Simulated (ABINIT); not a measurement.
**KBr (Fm-3m): refractive index against wavelength**

The refractive index of KBr (Fm-3m) below the direct gap (4.44 eV on the mesh) is read from one computed spectrum, n = √(Re ε).

Symmetry: Fm-3m, No. 225, cubic system. The conventional cell has a = 6.600 Å, b = 6.600 Å, c = 6.600 Å, α = 90.00°, β = 90.00°, γ = 90.00°. Around Br on site b lie 6 K at 3.30 Å. Around K on site a lie 6 Br at 3.30 Å.

Method: ABINIT 10.8.3, PBE, independent particles, k-mesh 9×9×9, Lorentzian half width 0.05 eV.

Launch of the response step: `optic optic.abi`. The run took 48 s, its band step included, on 4 threads of Intel(R) Xeon(R) Gold 6455B (Sapphire Rapids), with other jobs on the host.

| wavelength (nm) | photon energy E (eV) | n |
| --- | --- | --- |
| 1064 | 1.165 | 1.6916 |
| 850 | 1.459 | 1.6978 |
| 700 | 1.771 | 1.7064 |
| 633 | 1.959 | 1.7125 |
| 532 | 2.331 | 1.7271 |
| 450 | 2.755 | 1.7487 |
| 405 | 3.061 | ? |

In the single-oscillator model n² − 1 = E₀E_d/(E₀² − E²), so 1/(n² − 1) = E₀/E_d − E²/(E₀E_d) is linear in E².

Working, on the rows shown:

| x = E² (eV²) | y = 1/(n² − 1) |
| --- | --- |
| 1.35784 | 0.537198 |
| 2.12762 | 0.531201 |
| 3.13716 | 0.523067 |
| 3.83641 | 0.517423 |
| 5.43137 | 0.504318 |
| 7.59115 | 0.48592 |

Means: x̄ = 3.9136, ȳ = 0.51652. Σ(x − x̄)(y − ȳ) = -0.2153, Σ(x − x̄)² = 26.16. Slope = -0.2153 / 26.16 = -0.00823; intercept = ȳ − slope · x̄ = 0.54873. Turned back into n, the line misses the rows shown by at most 0.00041.

Problem. Fill in the last column of the withheld row.

Solution. At x = 9.3718 the line gives y = 0.4716, that is 1.7665. The run gave 1.7683, so the extrapolation is off by 0.0018, 2 % of the range in the table.

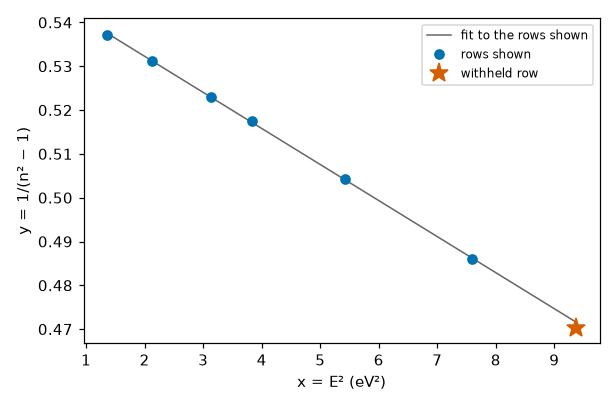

Refitted with all rows, the slope is -0.008359 and the intercept 0.54913. These give E₀ = √(intercept/−slope) = 8.11 eV and E_d = E₀/intercept = 14.8 eV; E₀ is 1.8 times the direct gap. The electronic limit at long wavelengths, without lattice vibrations, is n = √(1 + 1/intercept) = 1.680. Excitons are left out and so are local fields; PBE gaps are as a rule too small. The values come from a sum over the points of one k-mesh and carry its error, which grows as the direct gap shrinks. Spin-orbit coupling is left out.
